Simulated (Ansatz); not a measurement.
SnO: Wannier-function calculation (part 1 of 2)

SnO (4 atoms in the cell), computed with maximally localised Wannier functions of HSE06 bands, plane waves, PAW, no spin polarisation (Ansatz 0.2.0).

The structure derives from an entry of the Crystallography Open Database. The geometry comes from this level: r2scan-rvv10. It belongs to a series of runs on one base structure; here: anion s p.

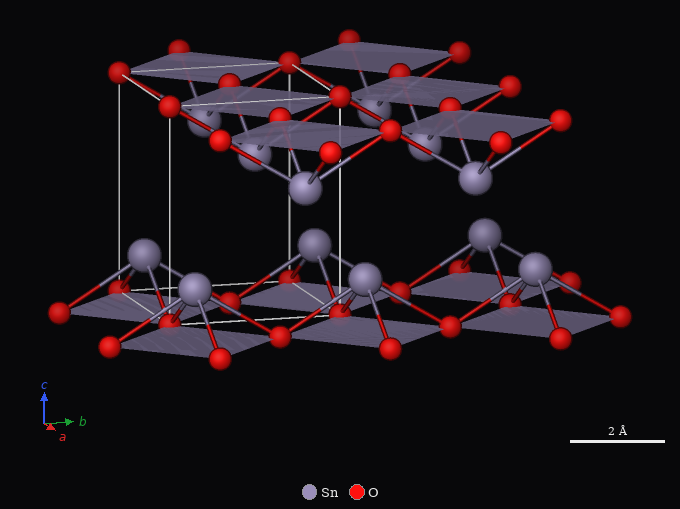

**Figure 1.** The input geometry (polyhedral view of the cell of the calculation, repeated 2 × 2 × 1, seen slightly off an axis; polyhedra are completed across the faces of the cell). An atom can appear more than once, as a periodic image.

**The input**
```yaml
crystal:
  lattice:
    - [3.7926488416, 0.0, 0.0]
    - [0.0, 3.7926488416, 0.0]
    - [0.0, 0.0, 4.7582137882]
  atoms:
    - { symbol: Sn, position: [0.5, 0.0, 0.2410340873] }
    - { symbol: Sn, position: [0.0, 0.5, 0.7589659127] }
    - { symbol: O, position: [0.0, 0.0, 0.0] }
    - { symbol: O, position: [0.5, 0.5, 0.0] }
kpoints:
  mp_grid: { grid: [4, 4, 4] }
  band_path:
    path:
      - [0.0, 0.0, 0.0]
      - [0.0, 0.5, 0.0]
      - [0.5, 0.5, 0.0]
      - [0.0, 0.0, 0.5]
      - [0.0, 0.5, 0.5]
      - [0.5, 0.5, 0.5]
      - [0.05, 0.05, 0.0]
    npoints: 1
hamiltonian:
  xc: hse06
scf:
  occupations: { method: fermi_dirac, width: 0.02 }
  n_extra_bands: 6
output:
  forces: false
  stress: false
  eigenvalues: true
  wannier:
    kmesh: [4, 4, 4]
    projections: [{ species: O, l: s, shell: 2 }, { species: O, l: p, shell: 2 }]
    minimise: true
    write_hr: true
    conv_tol: 1.0e-08
    max_iter: 3000
  write_density: true
  write_potential: true
  elf: true
  volumetric_format: npy
```

**File wannier.win**
```
! ansatz wannier90 interface
! projections by site (counted from 0) and shell: 2 2S, 3 2S, 2 2P, 3 2P
! states of the run's bands (counted from 1): 11-12, combinations of 13-20
! their least projectability: 0.7781
num_bands = 8
num_wann  = 8
num_iter  = 2000
conv_tol = 1e-8
conv_window = 5
guiding_centres = true
write_hr = true

begin unit_cell_cart
Ang
             3.7926488416                      0.0                      0.0
                      0.0             3.7926488416                      0.0
                      0.0                      0.0             4.7582137882
end unit_cell_cart

begin atoms_frac
Sn                       0.5                      0.0             0.2410340873
Sn                       0.0                      0.5             0.7589659127
O                        0.0                      0.0                      0.0
O                        0.5                      0.5                      0.0
end atoms_frac

mp_grid = 4 4 4
```

Command:
```bash
ansatz run input.yaml --threads 4 --pin off --max-ram 3686MiB --backend cpu --events-out ev --progress --plain --runs-dir out
```

**The program's output**
```
scf.n_extra_bands = 6 over 20 filled bands (N_el = 40.0): the run solves 26 bands
Engine: ansatz 0.2.0, aarch64-unknown-linux-gnu
Pseudopotentials: kind: paw
Pseudopotential: Sn, paw, valence charge 14, recommended cutoff 420 eV (normal), Sn.paw.azcp
Pseudopotential: O, paw, valence charge 6, recommended cutoff 420 eV (normal), O.paw.azcp
Functional definition: HSE06
  parameter a = 0.25
  parameter omega = 0.11/bohr
  exchange = pbe_x - a*pbe_x_sr(omega) + a*exact_x_sr(omega)
  correlation = pbe_c
Crystal: 4 atoms, lattice volume = 68.443 Å³
Basis set: ecut = 420 eV, 1335 PW (Γ)
Bands: 26, of which v1, the nominal top of the filled ones, is band 20 counted from 1 (19 counted from 0)
Symmetry: 16 space group operations
Space group: P4/nmm (ITA 129), of the structure as read, at distance tolerance 4.1e-5 Å
k-points: 18 of 64
Non-local potential: Sn, projectors of the file, l = 0: 2, l = 1: 2, l = 2: 2, l = 3: 2
Non-local potential: O, projectors of the file, l = 0: 2, l = 1: 2, l = 2: 1
PAW form: soft (Blöchl's): semilocal exchange-correlation on the pseudo side does not see the compensation charge
PAW frozen core: Sn, regenerated for the run's functional, and the local potential with it (the file was generated under x = pbe(κ = 0.804, μ = 0.2195149727645171), c = pbe(β = 0.06672455060314922))
PAW frozen core: O, regenerated for the run's functional, and the local potential with it (the file was generated under x = pbe(κ = 0.804, μ = 0.2195149727645171), c = pbe(β = 0.06672455060314922))
PAW one-centre angular grid: Sn, 590 points (default); XC on 64 Gauss nodes
PAW one-centre angular grid: O, 110 points (default); XC on 96 Gauss nodes
Initial density: superposition of atomic densities (neutral atoms: chi_scale 0, normalization atom), corrected by the library's trained network
Initial wavefunctions: pseudopotential atomic-orbital guess
Functional: x = pbe(κ = 0.804, μ = 0.2195149727645171), c = pbe(β = 0.06672455060314922), warm-up for x = pbe(κ = 0.804, μ = 0.2195149727645171) + 0.25 (exact − pbe) at short range (hse, ω = 0.20786987370883472 Å⁻¹), c = pbe(β = 0.06672455060314922); HSE06 as pw.x's `hse` composes it (authors' and Libxc's form: `xc: wpbeh`)
SCF iter   1: F=—  HF=-13183.319704 eV  |F-HF|=—  |Δ(HF+E_count)|=         —  Δρ=2.58e-3  dr2=1.42e-3  ethr=1.77e-3  ⟨swp⟩=6.8  Hψ=2023  notcnv=0
preconditioner: auto → none  [insulator: Δε(μ)=0.464 eV  Ē_g=19.275 eV  σ=0.020 eV  W_gap=0.51  n_scr=18 (ndim 8)  ℏωp=28.4 eV  f_vac=0.013  D(μ)=0.81/eV (n_scr^D=2)]
SCF iter   2: F=—  HF=-13183.321894 eV  |F-HF|=—  |Δ(HF+E_count)|=   2.19e-3  Δρ=1.36e-3  dr2=7.73e-4  ethr=3.54e-6  ⟨swp⟩=5.7  Hψ=1749  notcnv=0
SCF iter   3: F=—  HF=-13183.322033 eV  |F-HF|=—  |Δ(HF+E_count)|=   1.39e-4  Δρ=9.52e-4  dr2=4.43e-4  ethr=1.93e-6  ⟨swp⟩=4.7  Hψ=1217  notcnv=0
iter 4 solved again at ethr=1.88e-8 eV; its pass at ethr=1.11e-6 eV (dr2=7.52e-6 eV) is discarded
SCF iter   4: F=—  HF=-13183.322055 eV  |F-HF|=—  |Δ(HF+E_count)|=   2.17e-5  Δρ=1.13e-4  dr2=8.59e-6  ethr=1.88e-8  ⟨swp⟩=4.3  Hψ=2294  notcnv=0
SCF iter   5: F=—  HF=-13183.322053 eV  |F-HF|=—  |Δ(HF+E_count)|=   1.24e-6  Δρ=4.69e-5  dr2=8.43e-7  ethr=1.88e-8  ⟨swp⟩=3.1  Hψ=1035  notcnv=0
SCF iter   6: F=—  HF=-13183.322055 eV  |F-HF|=—  |Δ(HF+E_count)|=   1.35e-6  Δρ=1.55e-5  dr2=7.87e-8  ethr=2.11e-9  ⟨swp⟩=3.6  Hψ=1137  notcnv=0
SCF iter   7: F=—  HF=-13183.322055 eV  |F-HF|=—  |Δ(HF+E_count)|=   1.98e-7  Δρ=1.84e-6  dr2=1.13e-9  ethr=1.97e-10  ⟨swp⟩=3.8  Hψ=1105  notcnv=0
SCF iter   8: F=—  HF=-13183.322055 eV  |F-HF|=—  |Δ(HF+E_count)|=  8.33e-10  Δρ=1.18e-6  dr2=6.53e-10  ethr=2.82e-12  ⟨swp⟩=4.5  Hψ=1373  notcnv=0
SCF iter   9: F=-13183.322055 eV  HF=-13183.322055 eV  |F-HF|=1.02e-10  |Δ(HF+E_count)|=  3.75e-10  Δρ=4.27e-7  dr2=8.14e-11  ethr=1.63e-12  ⟨swp⟩=3.0  Hψ=1023  notcnv=0
SCF 1 converged in 9 iterations: F = -13183.322055 eV  dr2 = 8.14e-11
  greatest PAW one-centre occupation: 0.993 electrons in one spin orbital (limit 2), on the Sn atom at site 1 (counted from 0), in its partial waves of l = 2
Initial density: handed on by an earlier stage of this run
Initial wavefunctions: those handed on with the density
Functional: x = pbe(κ = 0.804, μ = 0.2195149727645171) + 0.25 (exact − pbe) at short range (hse, ω = 0.20786987370883472 Å⁻¹), c = pbe(β = 0.06672455060314922); HSE06 as pw.x's `hse` composes it (authors' and Libxc's form: `xc: wpbeh`)
Exchange kernel: α = 0.2500, screened, ω = 0.2079 Å⁻¹, Wigner–Seitz truncation, v(0) = 1034.1324 eV·Å³, q-mesh 4×4×4, nearest image of the exchange supercell L = 15.17 Å, pair-density grid 20×20×24, without the augmentation charges, whose exchange is taken in its separable form by FFT convolution over the k-point mesh (sized by the pseudopotential files, 25×25×36 at the most), smooth part of the exact exchange by density-matrix convolution
Frozen-core exchange: fock
iter 1 solved again at ethr=1.16e-4 eV; its pass at ethr=1.00e-1 eV (dr2=4.66e-2 eV) is discarded
SCF iter   1: F=—  HF=-13190.898397 eV  |F-HF|=—  |Δ(HF+E_count)|=         —  Δρ=8.56e-3  dr2=5.00e-2  ethr=1.16e-4  ⟨swp⟩=4.9  Hψ=2538  notcnv=0
preconditioner: auto → none  [insulator: Δε(μ)=0.198 eV  Ē_g=21.745 eV  σ=0.020 eV  W_gap=0.99  n_scr=18 (ndim 8)  ℏωp=28.4 eV  f_vac=0.013  D(μ)=0.03/eV (n_scr^D=0)]
SCF iter   2: F=—  HF=-13190.901787 eV  |F-HF|=—  |Δ(HF+E_count)|=   3.39e-3  Δρ=6.15e-3  dr2=1.20e-2  ethr=1.16e-4  ⟨swp⟩=4.4  Hψ=1272  notcnv=0
SCF iter   3: F=—  HF=-13190.899430 eV  |F-HF|=—  |Δ(HF+E_count)|=   2.36e-3  Δρ=2.12e-3  dr2=1.58e-3  ethr=2.89e-5  ⟨swp⟩=3.1  Hψ=981  notcnv=0  defer=3
SCF iter   4: F=—  HF=-13190.899210 eV  |F-HF|=—  |Δ(HF+E_count)|=   2.20e-4  Δρ=9.55e-4  dr2=6.59e-4  ethr=3.89e-6  ⟨swp⟩=3.7  Hψ=1224  notcnv=0  defer=4
SCF iter   5: F=-13190.899008 eV  HF=-13190.899011 eV  |F-HF|=3.05e-6  |Δ(HF+E_count)|=   2.00e-4  Δρ=1.47e-4  dr2=7.68e-6  ethr=1.62e-6  ⟨swp⟩=3.2  Hψ=912  notcnv=0  defer=2
SCF 2 stopped early in 5 iterations: F = -13190.899008 eV  dr2 = 7.68e-6
  greatest PAW one-centre occupation: 0.994 electrons in one spin orbital (limit 2), on the Sn atom at site 1 (counted from 0), in its partial waves of l = 2
hybrid outer 1: dexx = +1.856e-2 eV, tail = 1.17e-4 eV
Exchange kernel: α = 0.2500, screened, ω = 0.2079 Å⁻¹, Wigner–Seitz truncation, v(0) = 1034.1324 eV·Å³, q-mesh 4×4×4, nearest image of the exchange supercell L = 15.17 Å, pair-density grid 20×20×24, without the augmentation charges, whose exchange is taken in its separable form by FFT convolution over the k-point mesh (sized by the pseudopotential files, 25×25×36 at the most), smooth part of the exact exchange by density-matrix convolution
Frozen-core exchange: fock
SCF iter   1: F=—  HF=-13190.898552 eV  |F-HF|=—  |Δ(HF+E_count)|=         —  Δρ=5.48e-5  dr2=2.44e-6  ethr=1.47e-6  ⟨swp⟩=4.1  Hψ=1087  notcnv=0
preconditioner: auto → none  [insulator: Δε(μ)=0.239 eV  Ē_g=21.726 eV  σ=0.020 eV  W_gap=0.99  n_scr=18 (ndim 8)  ℏωp=28.4 eV  f_vac=0.013  D(μ)=0.01/eV (n_scr^D=0)]
SCF iter   2: F=—  HF=-13190.898555 eV  |F-HF|=—  |Δ(HF+E_count)|=   3.08e-6  Δρ=2.56e-5  dr2=2.44e-7  ethr=5.75e-9  ⟨swp⟩=4.4  Hψ=1516  notcnv=0
SCF iter   3: F=-13190.898555 eV  HF=-13190.898555 eV  |F-HF|=2.44e-10  |Δ(HF+E_count)|=   1.47e-7  Δρ=1.20e-5  dr2=4.80e-8  ethr=5.85e-10  ⟨swp⟩=3.8  Hψ=1006  notcnv=0  defer=1
SCF 3 converged in 3 iterations: F = -13190.898555 eV  dr2 = 4.80e-8
```

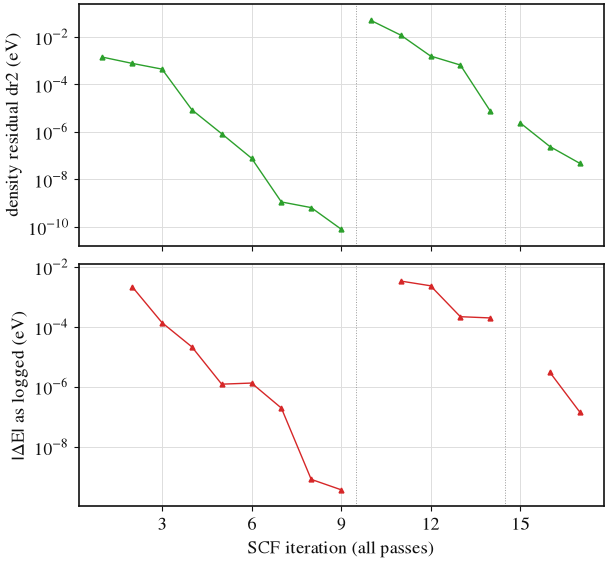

**Figure 2.** Convergence of the self-consistent field: density residual dr2 and size of the energy change against the SCF iteration. The run starts with a semilocal functional; after that each stretch between dotted lines is one SCF of the hybrid functional between two exact rebuilds of the exchange operator by the outer loop. Early passes are stopped at a loose threshold. The passes take 9, 5 and 3 iterations.

```
hybrid outer 2: dexx = +1.338e-6 eV, tail = 1.47e-7 eV, Δε = 4.02e-3 eV (about 2.26e-4 eV left of the loop's levels)
NSCF: frozen V_eff on 7 k-points
NSCF: frozen V_eff on 22 k-points
the Wannier pass solved 22 of the 64 points of its mesh, and has the states at the others by symmetry: states obtained by the crystal's operations at points that were solved too leave a residual of 9.17e-14 eV (read by the count's bands and the next), within 6.67e-6 eV
hybrid SCF converged: 2 outer / 8 inner (+9 warm-up), last move |dexx| = 1.34e-6 eV, tail = 1.47e-7 eV
Stability not checked: this state was not tested for a lower state beside it, because the functional holds exact exchange (a hybrid, or Hartree-Fock), whose exchange loop this test does not read (fock_operator; see scf.lower_state_search)
Free energy (F): -13190.898555 eV
Frozen-core exchange: fock
Harris-Foulkes:  -13190.898555 eV  (|F-HF|=2.44e-10)
Internal energy: -13190.898524 eV  (E = F + TS)
E sigma→0 (E₀):  -13190.898539 eV
Entropy (-TS):   -0.000031 eV (-0.008 meV/atom)
Fermi energy:    10.319536 eV
--- Per-component energies (eV) ---
  E_band       = -249.464871
  E_kinetic    = 726.282674
  E_local      = -2596.439291  (includes V_loc(G=0)·N_el)
  E_nonlocal   = 28.134266
  E_hartree    = 1419.266677
  E_xc         = -719.499703
  E_vxc        = -303.716614  (∫ρ·V_xc dr)
  E_exx        = -111.621043  (= α·E_x^exact, valence–valence)
  E_paw        = -8681.306200  (= ΣΔE_a)
  E_vpaw       = -719.020018  (= ΣTr[D̂ρ^β])
  E_aug_tail   = 0.004789  (compensation charges beyond the density's cutoff)
  E_ewald      = -3256.185120
  E_core_change = 0.464426  (= ΣΔE_core)
  E_smearing   = -0.000031  (= −TS)
  E_closure    = -0.000000  (closes the sum)
  Σ components = -13190.898555   (vs F -13190.898555, Δ=3.64e-12)
--- Band table (eV; the first three rows and the last of 18) ---
  k-point 0: bands = ["-14.3015", "-13.7584", "-13.7404", "-13.7404", "-13.6843", "-13.6628", "-13.6238", "-13.6196", "-13.5969", "-13.5969", "-12.7108", "-9.8233", "1.3932", "2.4785", "2.6236", "2.6236", "5.6580", "5.9827", "5.9827", "10.2066", "13.0519", "15.3865", "15.4239", "15.4239", "16.8621", "16.8621"]
  k-point 1: bands = ["-14.2912", "-13.7688", "-13.7248", "-13.7248", "-13.6764", "-13.6590", "-13.6317", "-13.6246", "-13.6146", "-13.6146", "-12.6870", "-9.8237", "0.1847", "2.6845", "2.6845", "4.4426", "5.6170", "5.9778", "5.9778", "9.4935", "12.4882", "14.2130", "14.2130", "15.1284", "17.9090", "18.3644"]
  k-point 2: bands = ["-14.2805", "-13.7796", "-13.7011", "-13.7011", "-13.6632", "-13.6530", "-13.6449", "-13.6404", "-13.6404", "-13.6317", "-12.6630", "-9.8242", "-0.3957", "2.7471", "2.7471", "5.5766", "5.9708", "5.9708", "7.1054", "7.2400", "12.5487", "13.5650", "13.5650", "14.2943", "18.9902", "19.0145"]
  k-point 17: bands = ["-14.1963", "-14.1963", "-13.6944", "-13.6944", "-13.6902", "-13.6902", "-13.6372", "-13.6372", "-13.5799", "-13.5799", "-10.7587", "-10.7587", "-0.1499", "-0.1499", "3.4072", "3.4072", "6.7048", "6.7048", "6.9459", "6.9459", "12.8802", "12.8802", "15.1222", "15.1222", "16.7421", "16.7421"]
Wannier search: line search 1 of at most 3000: gauge-dependent spread (as the search counts it) 2.2420726 Å², largest recent change 8.3e-2 Å² and fall left 1.1e-4 Å² against conv_tol 1.0e-8 Å², 0 stops escaped
```
